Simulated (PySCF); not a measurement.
## Electronic structure of C7H8O (SMILES OCc1ccccc1) in real space

```yaml
atoms:
  - { symbol: O, position_ang: [-2.5228, -0.4219, 1.2007] }
  - { symbol: C, position_ang: [-2.0643, 0.0816, -0.0392] }
  - { symbol: C, position_ang: [-0.5599, 0.0515, -0.1398] }
  - { symbol: C, position_ang: [0.1890, 1.1883, 0.1355] }
  - { symbol: C, position_ang: [1.5718, 1.1460, 0.0919] }
  - { symbol: C, position_ang: [2.2194, -0.0366, -0.2209] }
  - { symbol: C, position_ang: [1.4799, -1.1763, -0.4895] }
  - { symbol: C, position_ang: [0.0980, -1.1327, -0.4478] }
  - { symbol: H, position_ang: [-2.0935, 0.0711, 1.9089] }
  - { symbol: H, position_ang: [-2.4313, 1.1076, -0.1912] }
  - { symbol: H, position_ang: [-2.5139, -0.5666, -0.7953] }
  - { symbol: H, position_ang: [-0.3134, 2.1148, 0.3789] }
  - { symbol: H, position_ang: [2.1439, 2.0375, 0.3035] }
  - { symbol: H, position_ang: [3.2984, -0.0699, -0.2554] }
  - { symbol: H, position_ang: [1.9820, -2.1011, -0.7328] }
  - { symbol: H, position_ang: [-0.4812, -2.0211, -0.6520] }
```

Geometry: GFN2-xTB.

Computed with PBE0/pcSseg-1, SCF density, in a chloroform solvent model, non-relativistic (PySCF 2.14.0).

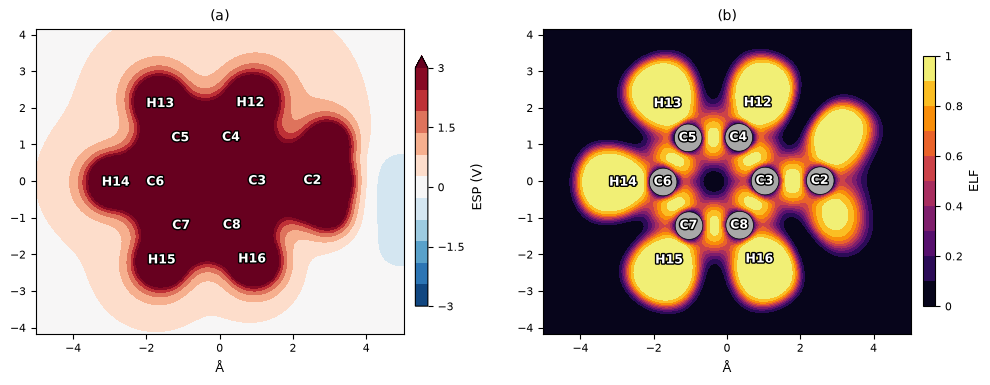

Figure 1. (a) electrostatic potential; (b) ELF on the plane of atoms C4, C3 and C8. Grey discs cover the atomic cores in the ELF map.

Q: Describe what can be read from this map.

A:
- Atoms in the plane: C and H.
- C–C (1.38 Å): the ELF peaks at about 0.95 between the atoms (a covalent bond).
- C–C (1.51 Å): the ELF peaks at about 0.95 between the atoms; a covalent bond.
- C–H (1.08 Å): the ELF climbs to about 1 towards the hydrogen, as it does in any bond to H; an ordinary covalent bond to hydrogen.
- Outside the dense part of the molecule the potential is most negative (−0.5 V) near H11, which lies off the plane.

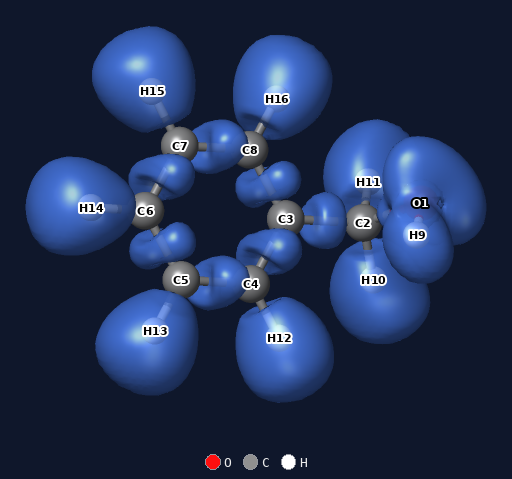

Figure 2. Isosurface of the ELF at 0.75 (blue), seen at a tilt. Core shells and regions of very low density are left out.

Q: Identify the bonds, lone pairs and shells in this picture.

A: The ELF exceeds this value in seven regions between bonded C–C atoms (shared pairs), seven regions around hydrogen nuclei and one joined region spread over several atoms (H, O), in which their bonds and any lone pairs are merged. Profiles from the grid: C–O (1.41 Å): the ELF peaks at about 0.90 between the atoms: a shared but strongly polarised pair.

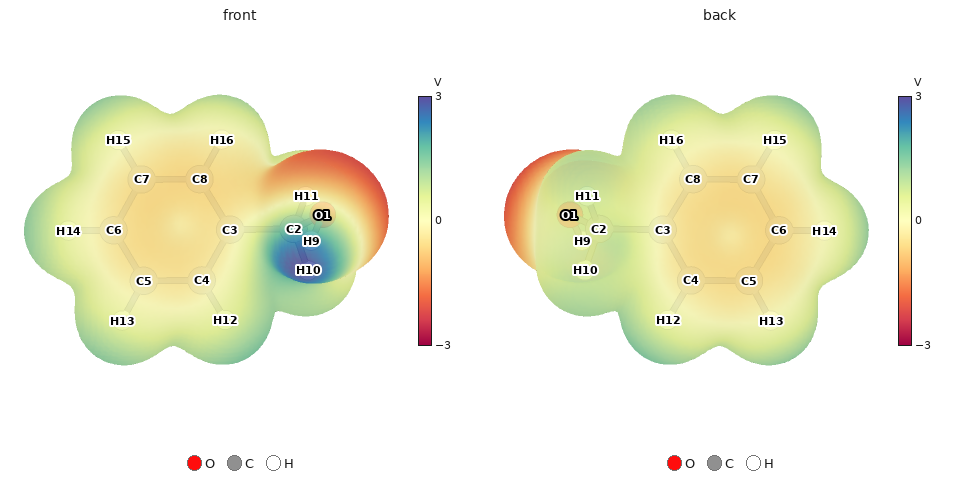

Figure 3. The electrostatic potential painted on the density surface at 0.004 e/bohr³, seen from the front and from behind; the colour scale runs from red (negative) to blue (positive).

Q: Where is the surface potential most negative and most positive?

A: The most negative region (about −2.1 V, or −48 kcal/mol for a unit charge) lies over O1, the most positive (about +2.9 V, or +67 kcal/mol for a unit charge) over H9. O1 is the likeliest acceptor of a hydrogen bond.
